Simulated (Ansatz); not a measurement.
## Geometry relaxation of SnO2 (part 1 of 2)

- system: SnO2 (Fm-3m, 3 atoms in the cell)
- method: DFT, PBE, PAW with Ansatz's default frozen-core files, scalar-relativistic, no spin polarisation (Ansatz 0.2.0)

The structure was built on a prototype by a generator; it need not be a known phase. It belongs to a series of runs on one base structure; here: cell relaxed at zero pressure. Figures and captions count atoms from 1; the log counts them from 0 in places.

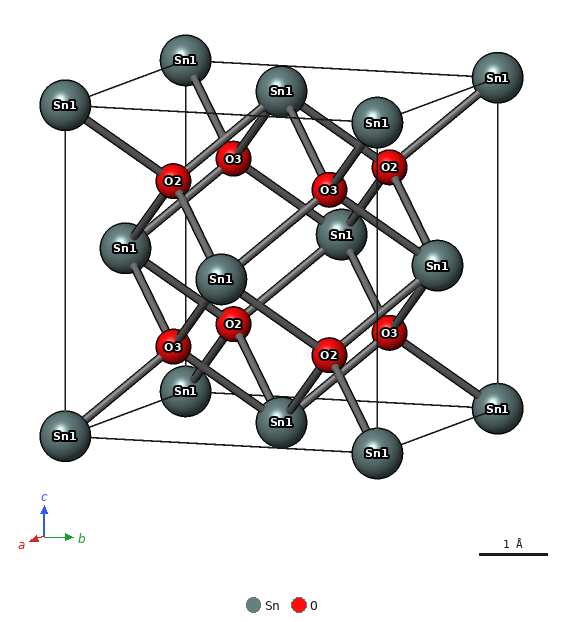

Fig. 1: The input geometry (ball-and-stick view of the cell 4 times as large as that of the calculation, set on its symmetry axes, seen slightly off an axis; atoms are numbered from 1 in the order of the input). Near neighbours in the crystal (not all of them lie inside the picture): Sn has 8 O at 2.14 Å; O has 4 Sn at 2.14 Å.

### Input file
```yaml
crystal:
  lattice:
    - [0.0, 2.4662120743, 2.4662120743]
    - [2.4662120743, 0.0, 2.4662120743]
    - [2.4662120743, 2.4662120743, 0.0]
  atoms:
    - { symbol: Sn, position: [0.0, 0.0, 0.0] }
    - { symbol: O, position: [0.25, 0.25, 0.25] }
    - { symbol: O, position: [0.75, 0.75, 0.75] }
kpoints:
  mp_grid: { grid: [12, 12, 12] }
scf:
  occupations: { method: fermi_dirac, width: 0.08 }
hamiltonian:
  xc: pbe
  pseudopotentials: { kind: paw }
output:
  forces: true
  stress: true
relax:
  f_tol: 0.005
  max_steps: 40
  cell: {}
```

Machine: 1 thread of Intel Xeon @ 2.50GHz (Skylake/Cascade Lake), 32 GiB of memory available, shared host.

Launch command:
```bash
ansatz run input.yaml --threads 1 --pin off --max-ram 3072MiB --backend cpu --events-out ev --progress --plain --runs-dir out
```

### The program's output
```
Engine: ansatz 0.2.0, x86_64-unknown-linux-gnu
Pseudopotentials: kind: paw
Pseudopotential: Sn, paw, valence charge 14, recommended cutoff 420 eV (normal), Sn.paw.azcp
Pseudopotential: O, paw, valence charge 6, recommended cutoff 420 eV (normal), O.paw.azcp
Functional definition: PBE
  parameter kappa = 0.804
  parameter beta = 0.06672455060314922
  exchange = pbe_x(kappa = kappa, mu = beta*pi^2/3)
  correlation = pbe_c(beta = beta)
Crystal: 3 atoms, lattice volume = 30.000 Å³
Basis set: ecut = 420 eV, 561 PW (Γ), exchange–correlation on 48×48×48 points (8 copies of the dense FFT grid, shifted against one another)
Bands: 17, of which v1, the nominal top of the filled ones, is band 13 counted from 1 (12 counted from 0)
Symmetry: 48 space group operations
Space group: Fm-3m (ITA 225), of the structure as read, at distance tolerance 3.1e-5 Å
k-points: 72 of 1728
Non-local potential: Sn, projectors of the file, l = 0: 2, l = 1: 2, l = 2: 2, l = 3: 2
Non-local potential: O, projectors of the file, l = 0: 2, l = 1: 2, l = 2: 1
PAW form: soft (Blöchl's): semilocal exchange-correlation on the pseudo side does not see the compensation charge
PAW one-centre angular grid: Sn, 590 points (default); XC on 64 Gauss nodes
PAW one-centre angular grid: O, 110 points (default); XC on 64 Gauss nodes
Initial density: superposition of atomic densities (neutral atoms: chi_scale 0, normalization atom), corrected by the library's trained network
Initial wavefunctions: pseudopotential atomic-orbital guess
Functional: x = pbe(κ = 0.804, μ = 0.2195149727645171), c = pbe(β = 0.06672455060314922)
SCF iter   1: F=—  HF=-7157.879284 eV  |F-HF|=—  |Δ(HF+E_count)|=         —  Δρ=6.06e-3  dr2=9.51e-3  ethr=1.77e-3  ⟨swp⟩=5.1  Hψ=5843  notcnv=0
preconditioner: auto → none  [insulator: Δε(μ)=1.196 eV  Ē_g=20.806 eV  σ=0.080 eV  W_gap=1.00  n_scr=14 (ndim 8)  ℏωp=34.6 eV  f_vac=0.030  D(μ)=0.00/eV (n_scr^D=0)  ε∞_Penn≈3.8]
SCF iter   2: F=—  HF=-7157.876169 eV  |F-HF|=—  |Δ(HF+E_count)|=   3.11e-3  Δρ=2.77e-3  dr2=1.52e-3  ethr=3.66e-5  ⟨swp⟩=2.1  Hψ=2584  notcnv=0
SCF iter   3: F=—  HF=-7157.875861 eV  |F-HF|=—  |Δ(HF+E_count)|=   3.09e-4  Δρ=6.02e-4  dr2=4.84e-5  ethr=5.84e-6  ⟨swp⟩=2.0  Hψ=1678  notcnv=0
SCF iter   4: F=—  HF=-7157.876005 eV  |F-HF|=—  |Δ(HF+E_count)|=   1.44e-4  Δρ=1.13e-4  dr2=1.85e-6  ethr=1.86e-7  ⟨swp⟩=2.0  Hψ=2106  notcnv=0
SCF iter   5: F=—  HF=-7157.876012 eV  |F-HF|=—  |Δ(HF+E_count)|=   6.91e-6  Δρ=2.87e-5  dr2=1.45e-7  ethr=7.12e-9  ⟨swp⟩=2.0  Hψ=2158  notcnv=0
SCF iter   6: F=-7157.876012 eV  HF=-7157.876012 eV  |F-HF|=2.63e-9  |Δ(HF+E_count)|=   1.03e-7  Δρ=4.91e-6  dr2=2.89e-9  ethr=3.85e-10  ⟨swp⟩=4.2  Hψ=4112  notcnv=0
SCF 1 converged in 6 iterations: F = -7157.876012 eV  dr2 = 2.89e-9
  greatest PAW one-centre occupation: 0.995 electrons in one spin orbital (limit 2), on the Sn atom at site 0 (counted from 0), in its partial waves of l = 2
relax step   1: F+E_penalty+E_count = -7157.87601190 eV  Δ(F+E_penalty+E_count) = +0.000e0 eV  max|allowed force component| = 6.168e-18 eV/Å  Δτ_max = 0.0000 Å  P = +31.766 GPa  Ω = 30.000 Å³  (6 SCF iters, dr2 threshold 1.00e-7 eV, accepted)
Crystal: 3 atoms, lattice volume = 33.403 Å³
Basis set: ecut = 420 eV, 645 PW (Γ), exchange–correlation on 48×48×48 points (8 copies of the dense FFT grid, shifted against one another)
Initial density: handed on by an earlier stage of this run
Initial wavefunctions: those handed on with the density
iter 1 solved again at ethr=6.79e-4 eV; its pass at ethr=3.10e-3 eV (dr2=1.77e-1 eV) is discarded
SCF iter   1: F=—  HF=-7158.232039 eV  |F-HF|=—  |Δ(HF+E_count)|=         —  Δρ=2.51e-2  dr2=1.76e-1  ethr=6.79e-4  ⟨swp⟩=1.0  Hψ=7329  notcnv=0
preconditioner: auto → none  [insulator: Δε(μ)=0.671 eV  Ē_g=19.743 eV  σ=0.080 eV  W_gap=0.97  n_scr=14 (ndim 8)  ℏωp=32.8 eV  f_vac=0.057  D(μ)=0.02/eV (n_scr^D=0)  ε∞_Penn≈3.8]
SCF iter   2: F=—  HF=-7158.192261 eV  |F-HF|=—  |Δ(HF+E_count)|=   3.98e-2  Δρ=1.14e-2  dr2=3.08e-2  ethr=6.75e-4  ⟨swp⟩=2.3  Hψ=2091  notcnv=0
SCF iter   3: F=—  HF=-7158.183874 eV  |F-HF|=—  |Δ(HF+E_count)|=   8.39e-3  Δρ=2.43e-3  dr2=1.93e-3  ethr=1.18e-4  ⟨swp⟩=2.3  Hψ=2305  notcnv=0
SCF iter   4: F=—  HF=-7158.184235 eV  |F-HF|=—  |Δ(HF+E_count)|=   3.61e-4  Δρ=7.39e-4  dr2=1.29e-4  ethr=7.41e-6  ⟨swp⟩=3.0  Hψ=2075  notcnv=0
SCF iter   5: F=—  HF=-7158.184313 eV  |F-HF|=—  |Δ(HF+E_count)|=   7.73e-5  Δρ=6.03e-5  dr2=7.43e-7  ethr=4.96e-7  ⟨swp⟩=2.7  Hψ=1895  notcnv=0
SCF iter   6: F=-7158.184315 eV  HF=-7158.184315 eV  |F-HF|=2.41e-8  |Δ(HF+E_count)|=   1.90e-6  Δρ=7.10e-6  dr2=1.03e-8  ethr=1.15e-9  ⟨swp⟩=4.8  Hψ=4181  notcnv=0
SCF 2 converged in 6 iterations: F = -7158.184315 eV  dr2 = 1.03e-8
  greatest PAW one-centre occupation: 0.994 electrons in one spin orbital (limit 2), on the Sn atom at site 0 (counted from 0), in its partial waves of l = 2
relax step   2: F+E_penalty+E_count = -7158.18431455 eV  Δ(F+E_penalty+E_count) = -3.083e-1 eV  max|allowed force component| = 1.311e-17 eV/Å  Δτ_max = 0.0000 Å  P = +2.067 GPa  Ω = 33.403 Å³  energy of the carried Pulay correction = -2.266e-2 eV  (6 SCF iters, dr2 threshold 3.00e-7 eV, accepted)
Crystal: 3 atoms, lattice volume = 33.669 Å³
iter 1 solved again at ethr=3.09e-6 eV; its pass at ethr=3.10e-3 eV (dr2=8.05e-4 eV) is discarded
SCF iter   1: F=—  HF=-7158.184849 eV  |F-HF|=—  |Δ(HF+E_count)|=         —  Δρ=1.68e-3  dr2=7.83e-4  ethr=3.09e-6  ⟨swp⟩=2.2  Hψ=6480  notcnv=0
preconditioner: auto → none  [insulator: Δε(μ)=0.743 eV  Ē_g=19.744 eV  σ=0.080 eV  W_gap=0.98  n_scr=14 (ndim 8)  ℏωp=32.6 eV  f_vac=0.045  D(μ)=0.02/eV (n_scr^D=0)  ε∞_Penn≈3.7]
SCF iter   2: F=—  HF=-7158.184677 eV  |F-HF|=—  |Δ(HF+E_count)|=   1.73e-4  Δρ=7.83e-4  dr2=1.45e-4  ethr=3.01e-6  ⟨swp⟩=2.0  Hψ=1790  notcnv=0
SCF iter   3: F=—  HF=-7158.184634 eV  |F-HF|=—  |Δ(HF+E_count)|=   4.22e-5  Δρ=1.68e-4  dr2=8.91e-6  ethr=5.56e-7  ⟨swp⟩=2.0  Hψ=1668  notcnv=0
SCF iter   4: F=—  HF=-7158.184636 eV  |F-HF|=—  |Δ(HF+E_count)|=   1.80e-6  Δρ=5.22e-5  dr2=6.29e-7  ethr=3.43e-8  ⟨swp⟩=2.9  Hψ=1885  notcnv=0
SCF iter   5: F=-7158.184637 eV  HF=-7158.184637 eV  |F-HF|=8.50e-9  |Δ(HF+E_count)|=   3.96e-7  Δρ=4.68e-6  dr2=4.08e-9  ethr=1.15e-9  ⟨swp⟩=4.2  Hψ=3959  notcnv=0
SCF 3 converged in 5 iterations: F = -7158.184637 eV  dr2 = 4.08e-9
relax step   3: F+E_penalty+E_count = -7158.18463656 eV  Δ(F+E_penalty+E_count) = -3.220e-4 eV  max|allowed force component| = 3.701e-17 eV/Å  Δτ_max = 0.0000 Å  P = +0.344 GPa  Ω = 33.669 Å³  energy of the carried Pulay correction = -2.433e-2 eV  (5 SCF iters, dr2 threshold 3.00e-7 eV, accepted)
Crystal: 3 atoms, lattice volume = 33.722 Å³
iter 1 solved again at ethr=1.23e-7 eV; its pass at ethr=3.10e-3 eV (dr2=3.19e-5 eV) is discarded
SCF iter   1: F=—  HF=-7158.184372 eV  |F-HF|=—  |Δ(HF+E_count)|=         —  Δρ=3.33e-4  dr2=3.11e-5  ethr=1.23e-7  ⟨swp⟩=2.2  Hψ=6294  notcnv=0
preconditioner: auto → none  [insulator: Δε(μ)=0.739 eV  Ē_g=19.734 eV  σ=0.080 eV  W_gap=0.98  n_scr=14 (ndim 8)  ℏωp=32.6 eV  f_vac=0.045  D(μ)=0.02/eV (n_scr^D=0)  ε∞_Penn≈3.7]
SCF iter   2: F=—  HF=-7158.184362 eV  |F-HF|=—  |Δ(HF+E_count)|=   9.49e-6  Δρ=1.56e-4  dr2=5.74e-6  ethr=1.20e-7  ⟨swp⟩=2.0  Hψ=1788  notcnv=0
SCF iter   3: F=—  HF=-7158.184361 eV  |F-HF|=—  |Δ(HF+E_count)|=   1.48e-6  Δρ=3.44e-5  dr2=3.71e-7  ethr=2.21e-8  ⟨swp⟩=2.0  Hψ=1660  notcnv=0
SCF iter   4: F=-7158.184361 eV  HF=-7158.184361 eV  |F-HF|=1.53e-8  |Δ(HF+E_count)|=   8.86e-8  Δρ=1.06e-5  dr2=2.60e-8  ethr=1.14e-9  ⟨swp⟩=4.0  Hψ=3823  notcnv=0
SCF 4 converged in 4 iterations: F = -7158.184361 eV  dr2 = 2.60e-8
relax step   4: F+E_penalty+E_count = -7158.18436078 eV  Δ(F+E_penalty+E_count) = +2.758e-4 eV  max|allowed force component| = 4.009e-17 eV/Å  Δτ_max = 0.0000 Å  P = +0.005 GPa  Ω = 33.722 Å³  energy of the carried Pulay correction = -2.466e-2 eV  (4 SCF iters, dr2 threshold 2.95e-7 eV, accepted)
Basis set: ecut = 420 eV, 645 PW (Γ), exchange–correlation on 50×50×50 points (8 copies of the dense FFT grid, shifted against one another)
Initial wavefunctions: pseudopotential atomic-orbital guess (no wavefunctions were taken with the density)
iter 1 solved again at ethr=6.14e-7 eV; its pass at ethr=3.10e-3 eV (dr2=1.60e-4 eV) is discarded
SCF iter   1: F=—  HF=-7158.226730 eV  |F-HF|=—  |Δ(HF+E_count)|=         —  Δρ=1.69e-3  dr2=1.51e-4  ethr=6.14e-7  ⟨swp⟩=2.8  Hψ=8439  notcnv=0
preconditioner: auto → none  [insulator: Δε(μ)=0.741 eV  Ē_g=19.734 eV  σ=0.080 eV  W_gap=0.98  n_scr=14 (ndim 8)  ℏωp=32.6 eV  f_vac=0.042  D(μ)=0.02/eV (n_scr^D=0)  ε∞_Penn≈3.7]
SCF iter   2: F=—  HF=-7158.226906 eV  |F-HF|=—  |Δ(HF+E_count)|=   1.76e-4  Δρ=7.69e-4  dr2=5.14e-5  ethr=5.80e-7  ⟨swp⟩=2.0  Hψ=1801  notcnv=0
SCF iter   3: F=—  HF=-7158.226967 eV  |F-HF|=—  |Δ(HF+E_count)|=   6.04e-5  Δρ=3.79e-4  dr2=9.77e-6  ethr=1.98e-7  ⟨swp⟩=2.0  Hψ=1611  notcnv=0
SCF iter   4: F=—  HF=-7158.226980 eV  |F-HF|=—  |Δ(HF+E_count)|=   1.38e-5  Δρ=3.59e-5  dr2=1.17e-7  ethr=3.76e-8  ⟨swp⟩=2.0  Hψ=1801  notcnv=0
SCF iter   5: F=—  HF=-7158.226980 eV  |F-HF|=—  |Δ(HF+E_count)|=   7.28e-7  Δρ=4.30e-6  dr2=2.30e-9  ethr=4.51e-10  ⟨swp⟩=2.9  Hψ=2349  notcnv=0
SCF iter   6: F=—  HF=-7158.226980 eV  |F-HF|=—  |Δ(HF+E_count)|=   2.13e-9  Δρ=5.28e-7  dr2=3.87e-11  ethr=8.84e-12  ⟨swp⟩=2.0  Hψ=2053  notcnv=0
SCF iter   7: F=-7158.226980 eV  HF=-7158.226980 eV  |F-HF|=0.00e0  |Δ(HF+E_count)|=  5.91e-11  Δρ=4.83e-8  dr2=5.05e-13  ethr=1.00e-12  ⟨swp⟩=5.6  Hψ=4957  notcnv=0
SCF 5 converged in 7 iterations: F = -7158.226980 eV  dr2 = 5.05e-13
relax step   5: F+E_penalty+E_count = -7158.22697965 eV  Δ(F+E_penalty+E_count) = -4.262e-2 eV  max|allowed force component| = 3.007e-17 eV/Å  Δτ_max = 0.0000 Å  P = +1.661 GPa  Ω = 33.722 Å³  stress off target by 1.66e0 GPa  SCF on the basis re-selected at this cell (its energy is not comparable with the rows above)  (7 SCF iters)
basis re-selected at this cell: Δ(F+E_penalty+E_count) = -4.262e-2 eV, ΔP = +1.656 GPa vs the last step (what re-selecting the basis moved, of the pressure what is left beyond the Pulay correction that the steps carried, after the strain that the cell walked since its last selection, with what the two solves' SCF thresholds leave and, on support functions, any second-order correction that the steps lacked; it is no measure of the basis error at this ecutwfc). The dense FFT grid was sized anew with the basis: this SCF ran on 25×25×25 points, the steps before it on 24×24×24, so part of this shift can come from that change (see relax.cell in the input reference). This SCF's stress stands 1.66e0 GPa from its target on what of the cell is left free (relax.cell.stress_tol is 5.00e-2 GPa) and its largest allowed force component is 3.01e-17 eV/Å (relax.f_tol is 5.00e-3 eV/Å): not within both, so this SCF does not close the relaxation
Crystal: 3 atoms, lattice volume = 33.986 Å³
iter 1 solved again at ethr=3.06e-6 eV; its pass at ethr=3.10e-3 eV (dr2=7.96e-4 eV) is discarded
SCF iter   1: F=—  HF=-7158.226979 eV  |F-HF|=—  |Δ(HF+E_count)|=         —  Δρ=1.60e-3  dr2=7.29e-4  ethr=3.06e-6  ⟨swp⟩=2.2  Hψ=6520  notcnv=0
preconditioner: auto → none  [insulator: Δε(μ)=0.675 eV  Ē_g=19.660 eV  σ=0.080 eV  W_gap=0.97  n_scr=14 (ndim 8)  ℏωp=32.5 eV  f_vac=0.046  D(μ)=0.02/eV (n_scr^D=0)  ε∞_Penn≈3.7]
SCF iter   2: F=—  HF=-7158.226819 eV  |F-HF|=—  |Δ(HF+E_count)|=   1.60e-4  Δρ=7.63e-4  dr2=1.38e-4  ethr=2.80e-6  ⟨swp⟩=2.0  Hψ=1788  notcnv=0
SCF iter   3: F=—  HF=-7158.226788 eV  |F-HF|=—  |Δ(HF+E_count)|=   3.08e-5  Δρ=1.64e-4  dr2=8.74e-6  ethr=5.30e-7  ⟨swp⟩=2.0  Hψ=1668  notcnv=0
SCF iter   4: F=—  HF=-7158.226789 eV  |F-HF|=—  |Δ(HF+E_count)|=   1.22e-6  Δρ=5.02e-5  dr2=6.01e-7  ethr=3.36e-8  ⟨swp⟩=2.8  Hψ=1865  notcnv=0
SCF iter   5: F=-7158.226790 eV  HF=-7158.226790 eV  |F-HF|=7.81e-9  |Δ(HF+E_count)|=   3.20e-7  Δρ=4.38e-6  dr2=3.80e-9  ethr=1.15e-9  ⟨swp⟩=4.2  Hψ=3962  notcnv=0
SCF 6 converged in 5 iterations: F = -7158.226790 eV  dr2 = 3.80e-9
relax step   6: F+E_penalty+E_count = -7158.22678969 eV  Δ(F+E_penalty+E_count) = +1.900e-4 eV  max|allowed force component| = 5.320e-17 eV/Å  Δτ_max = 0.0000 Å  P = +0.156 GPa  Ω = 33.986 Å³  energy of the carried Pulay correction = -1.674e-3 eV  (5 SCF iters, dr2 threshold 3.00e-7 eV, accepted)
Crystal: 3 atoms, lattice volume = 34.012 Å³
iter 1 solved again at ethr=3.12e-8 eV; its pass at ethr=3.10e-3 eV (dr2=8.12e-6 eV) is discarded
```
